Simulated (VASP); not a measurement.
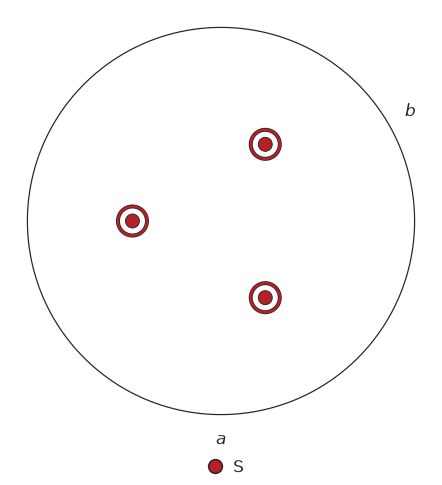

Crystal: WS2, the end point of a relaxation with VASP Kohn-Sham DFT of a periodic cell, PBE with D3(BJ), VASP PAW PBE potentials, recommended in VASP 6.6.1. Directions from one tungsten atom at (2/3, 1/3, 3/4) to its bonded neighbours, in stereographic projection down c (filled: above the plane of the page or in it, open: below). The drawing is computed from the coordinates (standard cell, symmetry found to 0.002 Å).

Neighbours are counted up to 3.08 Å for S.

```cif
data_structure
_symmetry_space_group_name_H-M 'P 1'
_symmetry_Int_Tables_number 1
_cell_length_a 3.1546
_cell_length_b 3.1546
_cell_length_c 12.1341
_cell_angle_alpha 90.000
_cell_angle_beta 90.000
_cell_angle_gamma 120.000
_cell_volume 104.58
loop_
_atom_site_label
_atom_site_type_symbol
_atom_site_fract_x
_atom_site_fract_y
_atom_site_fract_z
_atom_site_occupancy
W1 W 0.66667 0.33333 0.75000 1
W2 W 0.33333 0.66667 0.25000 1
S1 S 0.66667 0.33333 0.37978 1
S2 S 0.33333 0.66667 0.87978 1
S3 S 0.66667 0.33333 0.12022 1
S4 S 0.33333 0.66667 0.62022 1
```

Q: How many neighbours are there, and at what angles?

A: 6: 6 S at 2.41 Å. Angles between bonds: 82° (9×), 136° (6×).

Q: What is the site's symmetry in the crystal?

A: Point group -6m2 (D3h), order 12: one −6 axis, three twofold axes, four mirror planes. In No. 194, P6₃/mmc this is Wyckoff position 2c.
